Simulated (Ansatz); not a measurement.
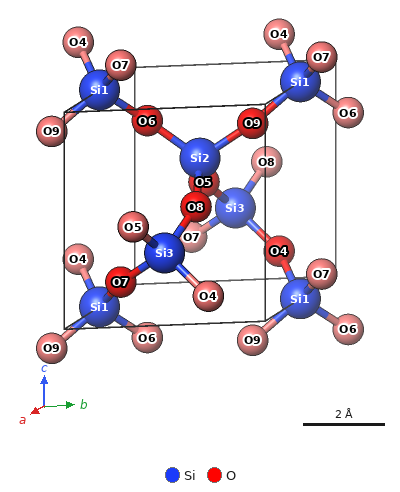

Fig. 1: The structure as given in the input (ball-and-stick view of the cell of the calculation, seen slightly off an axis; neighbours outside the cell are drawn fainter; atoms are numbered from 1 in the order of the input).

# SiO$_{2}$: a changed input and its effect

System: SiO$_{2}$ (P6₄22, 9 atoms in the cell).
Method of run 1: Kohn-Sham DFT of a periodic cell, PBE, Ansatz PAW, no spin polarisation (Ansatz 0.2.0).

The structure derives from a Materials Project entry. Text and figures count atoms from 1; the logs count them from 0 in places.

Input file, run 1:
```yaml
crystal:
  lattice:
    - [5.0605222284, 0.0, 0.0]
    - [-2.5302611142, 4.3825408062, 0.0]
    - [0.0, 0.0, 5.54135331]
  atoms:
    - { symbol: Si, position: [0.5, 0.0, 0.0] }
    - { symbol: Si, position: [0.5, 0.5, 0.6666666667] }
    - { symbol: Si, position: [0.0, 0.5, 0.3333333333] }
    - { symbol: O, position: [0.20860537, 0.79139463, 0.1666666667] }
    - { symbol: O, position: [0.20860537, 0.41721074, 0.5] }
    - { symbol: O, position: [0.41721074, 0.20860537, 0.8333333333] }
    - { symbol: O, position: [0.79139463, 0.20860537, 0.1666666667] }
    - { symbol: O, position: [0.79139463, 0.58278926, 0.5] }
    - { symbol: O, position: [0.58278926, 0.79139463, 0.8333333333] }
hamiltonian:
  xc: pbe
  pseudopotentials: { kind: paw }
kpoints:
  mp_grid: { grid: [6, 6, 5] }
scf:
  occupations: { method: fermi_dirac, width: 0.05 }
output:
  forces: true
  stress: true
  eigenvalues: true
relax:
  f_tol: 0.01
  max_steps: 40
  cell: { stress_tol: 0.05 }
```

Command:
```bash
ansatz run input.yaml --threads 4 --pin off --max-ram 11264MiB --backend cpu --events-out ev --progress --plain --runs-dir out
```

Hardware: 4 threads of Arm Neoverse V2, 24 GiB of memory available, shared host.

Output, shortened to warnings, some set-up lines, iterations and results (run 1):
```
Basis set: ecut = 420 eV, 2449 PW (Γ), exchange–correlation on 72×72×80 points (8 copies of the dense FFT grid, shifted against one another)
Symmetry: 12 space group operations
k-points: 21 of 180 (time reversal used)
Initial density: superposition of atomic densities (neutral atoms: chi_scale 0, normalization atom), corrected by the library's trained network
[...]
SCF iter   1: F=—  HF=-5322.137756 eV  |F-HF|=—  |Δ(HF+E_count)|=         —  Δρ=1.63e-3  dr2=2.10e-3  ethr=1.77e-3  ⟨swp⟩=6.7  Hψ=3823  notcnv=0  defer=16
SCF iter   2: F=—  HF=-5322.139657 eV  |F-HF|=—  |Δ(HF+E_count)|=   1.90e-3  Δρ=5.94e-4  dr2=1.77e-4  ethr=4.37e-6  ⟨swp⟩=2.3  Hψ=1360  notcnv=0  defer=28
SCF iter   3: F=—  HF=-5322.140041 eV  |F-HF|=—  |Δ(HF+E_count)|=   3.84e-4  Δρ=2.47e-4  dr2=4.22e-5  ethr=3.69e-7  ⟨swp⟩=2.7  Hψ=1181  notcnv=0  defer=28
SCF iter   4: F=—  HF=-5322.140084 eV  |F-HF|=—  |Δ(HF+E_count)|=   4.31e-5  Δρ=3.96e-5  dr2=1.76e-6  ethr=8.79e-8  ⟨swp⟩=2.1  Hψ=1052  notcnv=0  defer=28
SCF iter   5: F=—  HF=-5322.140086 eV  |F-HF|=—  |Δ(HF+E_count)|=   1.88e-6  Δρ=7.94e-6  dr2=1.28e-7  ethr=3.66e-9  ⟨swp⟩=3.0  Hψ=1327  notcnv=0  defer=28
[... 40 lines ...]
SCF iter   3: F=—  HF=-5322.192375 eV  |F-HF|=—  |Δ(HF+E_count)|=   3.37e-8  Δρ=2.44e-6  dr2=5.25e-9  ethr=5.12e-11  ⟨swp⟩=2.3  Hψ=1129  notcnv=0
SCF iter   4: F=—  HF=-5322.192375 eV  |F-HF|=—  |Δ(HF+E_count)|=   2.52e-9  Δρ=5.37e-7  dr2=2.59e-10  ethr=1.09e-11  ⟨swp⟩=2.0  Hψ=1010  notcnv=0
SCF iter   5: F=-5322.192375 eV  HF=-5322.192375 eV  |F-HF|=2.46e-11  |Δ(HF+E_count)|=  8.46e-10  Δρ=9.56e-8  dr2=1.09e-11  ethr=1.00e-12  ⟨swp⟩=6.9  Hψ=2749  notcnv=0
SCF 7 converged in 5 iterations: F = -5322.192375 eV  dr2 = 1.09e-11
relax step   7: F+E_penalty+E_count = -5322.19237454 eV  Δ(F+E_penalty+E_count) = -5.070e-4 eV  max|allowed force component| = 1.139e-4 eV/Å  Δτ_max = 0.0000 Å  P = +0.010 …
basis re-selected at this cell: Δ(F+E_penalty+E_count) = -5.070e-4 eV, ΔP = +0.004 GPa vs the last step (what re-selecting the basis moved, of the pressure what is left beyond the Pulay correction that the steps carried, after the strain that the cell walked since its last selection, with what the …
SCF converged after 5 iterations
Free energy (F): -5322.192375 eV
Harris-Foulkes:  -5322.192375 eV  (|F-HF|=2.46e-11)
Internal energy: -5322.192375 eV  (E = F + TS)
E sigma→0 (E₀):  -5322.192375 eV
Fermi energy:    4.499429 eV
--- Per-component energies (eV) ---
  E_band       = -250.257760
  E_kinetic    = 1204.578030
  E_local      = -3194.433160  (includes V_loc(G=0)·N_el)
  E_nonlocal   = 359.422897
  E_hartree    = 1159.702667
  E_xc         = -611.455445
  E_vxc        = -709.557341  (∫ρ·V_xc dr)
  E_paw        = -2493.638738  (= ΣΔE_a)
  E_vpaw       = -229.689142  (= ΣTr[D̂ρ^β])
  E_aug_tail   = 0.015600  (compensation charges beyond the density's cutoff)
  E_ewald      = -1746.384227
  E_smearing   = -0.000000  (= −TS)
  E_closure    = -0.000000  (closes the sum)
  Σ components = -5322.192375   (vs F -5322.192375, Δ=0.00e0)
--- Forces (eV/Å), atoms counted from 1 ---
  atom   1  Si     0.00000000    -0.00000000    -0.00000000
  atom   2  Si    -0.00000000     0.00000000     0.00000000
  atom   3  Si     0.00000000    -0.00000000    -0.00000000
  atom   4  O      0.00009864    -0.00005695     0.00000000
  atom   5  O      0.00000000     0.00011389    -0.00000000
  atom   6  O      0.00009864     0.00005695    -0.00000000
  atom   7  O     -0.00009864     0.00005695    -0.00000000
  atom   8  O      0.00000000    -0.00011389     0.00000000
  atom   9  O     -0.00009864    -0.00005695     0.00000000
  max |Σ_I F_I| component: 9.25e-18 eV/Å
--- Stress (GPa, compression-positive) ---
        0.010156       0.000000       0.000000
       -0.000000       0.010156       0.000000
        0.000000       0.000000       0.010817
  P = ⅓ Tr σ = 0.0104 GPa (0.104 kbar)
--- Relaxed structure (5 steps of the walk, 5 accepted, 2 SCFs on fresh bases) ---
  F+E_penalty+E_count = -5322.19237454 eV   max|allowed force component| = 1.139e-4 eV/Å   (the final SCF, on the basis selected at the relaxed cell)
  cell:  # Å, volume = 126.0703 Å³
    - [5.10537084443345, 0.0, 1.6335867201196283e-35]
[...]
```

The input of run 2 differs as follows (lines with − go, lines with + come):
```diff
-  xc: pbe
+  xc: lda
+  write_density: true
+  write_potential: true
+  elf: true
+  volumetric_format: npy
```

Predict how the results change.

The total energies belong to different methods, so their difference says nothing on which is more stable or more accurate. The gap on the mesh goes from 5.54 to 5.49 eV. The volume per atom goes from 14.01 to 13.50 Å³. The functional changes from PBE to LDA. The SCF takes 38 iterations over all geometry steps against 36.

Output, shortened to warnings, some set-up lines, iterations and results (run 2):
```
Basis set: ecut = 420 eV, 2449 PW (Γ)
Symmetry: 12 space group operations
k-points: 21 of 180 (time reversal used)
Initial density: superposition of atomic densities (neutral atoms: chi_scale 0, normalization atom), corrected by the library's trained network
[...]
SCF iter   1: F=—  HF=-5168.095397 eV  |F-HF|=—  |Δ(HF+E_count)|=         —  Δρ=1.36e-2  dr2=2.06e-1  ethr=1.77e-3  ⟨swp⟩=6.9  Hψ=3884  notcnv=0  defer=9
SCF iter   2: F=—  HF=-5168.036636 eV  |F-HF|=—  |Δ(HF+E_count)|=   5.88e-2  Δρ=3.60e-3  dr2=5.64e-3  ethr=4.29e-4  ⟨swp⟩=2.2  Hψ=1372  notcnv=0  defer=42
SCF iter   3: F=—  HF=-5168.035065 eV  |F-HF|=—  |Δ(HF+E_count)|=   1.57e-3  Δρ=1.64e-3  dr2=1.99e-3  ethr=1.17e-5  ⟨swp⟩=2.5  Hψ=1066  notcnv=0  defer=42
SCF iter   4: F=—  HF=-5168.034444 eV  |F-HF|=—  |Δ(HF+E_count)|=   6.21e-4  Δρ=1.34e-4  dr2=3.56e-5  ethr=4.14e-6  ⟨swp⟩=2.0  Hψ=1083  notcnv=0  defer=42
SCF iter   5: F=—  HF=-5168.034460 eV  |F-HF|=—  |Δ(HF+E_count)|=   1.66e-5  Δρ=2.92e-5  dr2=1.07e-6  ethr=7.42e-8  ⟨swp⟩=2.3  Hψ=1144  notcnv=0  defer=42
[... 44 lines ...]
SCF iter   3: F=—  HF=-5168.041786 eV  |F-HF|=—  |Δ(HF+E_count)|=   1.45e-9  Δρ=1.55e-6  dr2=2.04e-9  ethr=1.83e-11  ⟨swp⟩=2.0  Hψ=1075  notcnv=0
SCF iter   4: F=—  HF=-5168.041786 eV  |F-HF|=—  |Δ(HF+E_count)|=   1.09e-9  Δρ=4.00e-7  dr2=1.22e-10  ethr=4.25e-12  ⟨swp⟩=2.5  Hψ=1063  notcnv=0
SCF iter   5: F=-5168.041786 eV  HF=-5168.041786 eV  |F-HF|=1.82e-12  |Δ(HF+E_count)|=  1.82e-11  Δρ=4.33e-8  dr2=1.63e-12  ethr=1.00e-12  ⟨swp⟩=8.6  Hψ=3604  notcnv=0
SCF 8 converged in 5 iterations: F = -5168.041786 eV  dr2 = 1.63e-12
relax step   8: F+E_penalty+E_count = -5168.04178578 eV  Δ(F+E_penalty+E_count) = +3.364e-4 eV  max|allowed force component| = 5.594e-5 eV/Å  Δτ_max = 0.0000 Å  P = -0.004 …
basis re-selected at this cell: Δ(F+E_penalty+E_count) = +3.364e-4 eV, ΔP = -0.002 GPa vs the last step (what re-selecting the basis moved, of the pressure what is left beyond the Pulay correction that the steps carried, after the strain that the cell walked since its last selection, with what the …
SCF converged after 5 iterations
Free energy (F): -5168.041786 eV
Harris-Foulkes:  -5168.041786 eV  (|F-HF|=1.82e-12)
Internal energy: -5168.041786 eV  (E = F + TS)
E sigma→0 (E₀):  -5168.041786 eV
Fermi energy:    4.448125 eV
--- Per-component energies (eV) ---
  E_band       = -253.274290
  E_kinetic    = 1203.017007
  E_local      = -3166.204843  (includes V_loc(G=0)·N_el)
  E_nonlocal   = 376.949747
  E_hartree    = 1138.428750
  E_xc         = -602.161846
  E_vxc        = -704.656966  (∫ρ·V_xc dr)
  E_paw        = -2349.812117  (= ΣΔE_a)
  E_vpaw       = -239.252732  (= ΣTr[D̂ρ^β])
  E_aug_tail   = 0.016036  (compensation charges beyond the density's cutoff)
  E_ewald      = -1769.109041
  E_core_change = 0.834521  (= ΣΔE_core)
  E_smearing   = -0.000000  (= −TS)
  E_closure    = -0.000000  (closes the sum)
  Σ components = -5168.041786   (vs F -5168.041786, Δ=0.00e0)
--- Forces (eV/Å), atoms counted from 1 ---
  atom   1  Si    -0.00000000     0.00000000     0.00000000
  atom   2  Si     0.00000000     0.00000000     0.00000000
  atom   3  Si     0.00000000    -0.00000000     0.00000000
  atom   4  O     -0.00004845     0.00002797    -0.00000000
  atom   5  O     -0.00000000    -0.00005594    -0.00000000
  atom   6  O     -0.00004845    -0.00002797     0.00000000
  atom   7  O      0.00004845    -0.00002797     0.00000000
  atom   8  O     -0.00000000     0.00005594     0.00000000
  atom   9  O      0.00004845     0.00002797    -0.00000000
  max |Σ_I F_I| component: 1.39e-17 eV/Å
--- Stress (GPa, compression-positive) ---
       -0.005550      -0.000000      -0.000000
        0.000000      -0.005550      -0.000000
       -0.000000      -0.000000      -0.001257
  P = ⅓ Tr σ = -0.0041 GPa (-0.041 kbar)
--- Relaxed structure (6 steps of the walk, 6 accepted, 2 SCFs on fresh bases) ---
  F+E_penalty+E_count = -5168.04178578 eV   max|allowed force component| = 5.594e-5 eV/Å   (the final SCF, on the basis selected at the relaxed cell)
  cell:  # Å, volume = 121.4746 Å³
[...]
```

The two runs side by side:

| quantity | run 1 | run 2 |
| --- | --- | --- |
| outcome | converged | converged |
| free energy per atom (eV) | −591.3547 | −574.2269 |
| gap on the mesh (eV) | 5.54 | 5.49 |
| pressure (GPa) | 0.01 | 0.00 |
| volume per atom (Å³) | 14.01 | 13.50 |
| largest force (eV/Å) | 0.000 | 0.000 |
| SCF iterations | 36 | 38 |
| irreducible k-points | 21 | 21 |
| wall time (shared host) | 17 s | 19 s |
